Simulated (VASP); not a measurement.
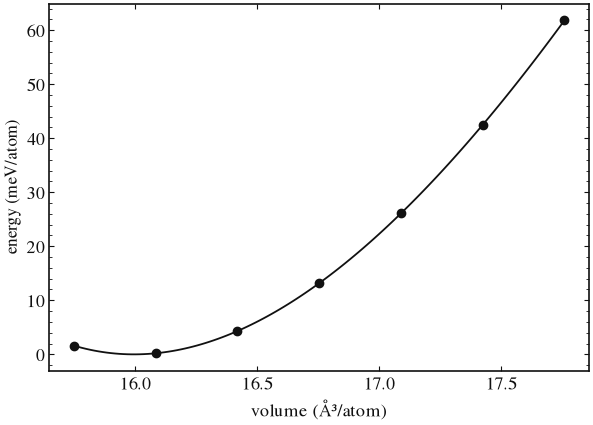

The plot gives the computed energy against volume for AlAu, space group Pm-3m (No. 221).

Cell as given: a = 3.224 Å, b = 3.224 Å, c = 3.224 Å, α = 90.00°, β = 90.00°, γ = 90.00°; 2 atoms.

Method: plane-wave DFT, no spin polarisation; energies at scaled volumes of the given cell, shape and fractions fixed, counted from the fit's minimum, third-order Birch-Murnaghan fit (VASP 6.6.1). Level: PBEsol.

- k mesh: 8×8×8
- occupations: Fermi–Dirac
- smearing width: 0.05 eV
- potentials: VASP PAW PBE potentials, recommended
- wave cutoff: 520 eV

Give the values behind the plot as a table.

```
volume (Å³/atom)  energy (meV/atom)
           15.75               1.61
           16.08               0.23
           16.42               4.29
           16.75              13.13
           17.09              26.09
           17.42              42.50
           17.76              61.81
```

Limits of the calculation: spin-orbit coupling left out, heavy elements.
